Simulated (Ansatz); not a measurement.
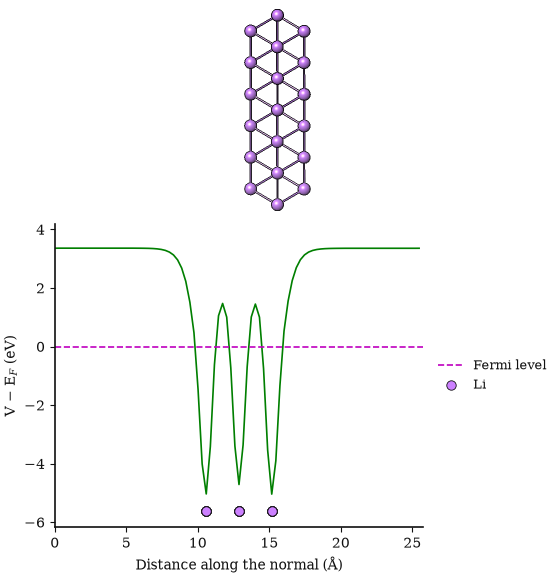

Plane-averaged electrostatic potential energy of an electron across the slab; circles at the bottom mark the heights of the atoms. The structure is drawn too.

Input of the run:

```
crystal:
  lattice:
    - [8.6387373918, 0.0, 0.0]
    - [-2.8795791306, 8.1446797208, 0.0]
    - [0.0, 0.0, 25.7589330293]
  atoms:
    - { symbol: Li, position: [0.1666666667, 0.1666666667, 0.31057187] }
    - { symbol: Li, position: [0.1666666667, 0.5, 0.31057187] }
    - { symbol: Li, position: [0.1666666667, 0.8333333333, 0.31057187] }
    - { symbol: Li, position: [0.5, 0.1666666667, 0.31057187] }
    - { symbol: Li, position: [0.5, 0.5, 0.31057187] }
    - { symbol: Li, position: [0.5, 0.8333333333, 0.31057187] }
    - { symbol: Li, position: [0.8333333333, 0.1666666667, 0.31057187] }
    - { symbol: Li, position: [0.8333333333, 0.5, 0.31057187] }
    - { symbol: Li, position: [0.8333333333, 0.8333333333, 0.31057187] }
    - { symbol: Li, position: [0.332438859, 0.334049414, 0.3995888747] }
    - { symbol: Li, position: [0.3319625671, 0.6673276243, 0.4000317943] }
    - { symbol: Li, position: [0.3320763517, 0.0001144605, 0.4003751938] }
    - { symbol: Li, position: [0.66550493, 0.333853395, 0.3995565873] }
    - { symbol: Li, position: [0.6653591902, 0.6673713427, 0.4000019422] }
    - { symbol: Li, position: [0.6659934409, 0.0012309951, 0.3999085635] }
    - { symbol: Li, position: [-0.0012636079, 0.3340790762, 0.3993891164] }
    - { symbol: Li, position: [-0.0008706392, 0.6676228564, 0.400198827] }
    - { symbol: Li, position: [-0.0009914244, 0.0006087693, 0.4001339] }
    - { symbol: Li, position: [0.4963520333, 0.5011008497, 0.4889938365] }
    - { symbol: Li, position: [0.4977036526, 0.835061663, 0.4884176881] }
    - { symbol: Li, position: [0.4992092411, 0.1696948178, 0.4889668647] }
    - { symbol: Li, position: [0.8291460828, 0.5006329578, 0.4887616696] }
    - { symbol: Li, position: [0.8299997862, 0.8351676834, 0.4890506816] }
    - { symbol: Li, position: [0.8328762108, 0.1692613272, 0.4889308894] }
    - { symbol: Li, position: [0.1632183431, 0.5005911398, 0.4884196287] }
    - { symbol: Li, position: [0.1628619759, 0.8351557189, 0.4898092226] }
    - { symbol: Li, position: [0.1655005434, 0.1696527776, 0.4887600244] }
basis:
  ecutwfc: 420
kpoints:
  mp_grid: { grid: [3, 3, 1] }
hamiltonian:
  xc: pbe
  dispersion: d3bj
scf:
  occupations: { method: gaussian, width: 0.1 }
output:
  forces: true
  eigenvalues: true
  write_density: true
  volumetric_format: npy
efield:
  axis: 3
  dipole_correction: true
  ramp_width: 0.04
```

Command:
```bash
ansatz run input.yaml --threads 4 --pin off --max-ram 10240MiB --backend cpu --events-out ev --progress --plain --runs-dir out
```

### What is the work function?

The work function is 3.36 eV, the same on both faces. The two vacuum levels agree, so the slab has no net dipole along its normal.

### How thick are slab and vacuum?

The outermost atoms are 4.6 Å apart, which leaves 21.1 Å of vacuum in a cell 25.8 Å high.
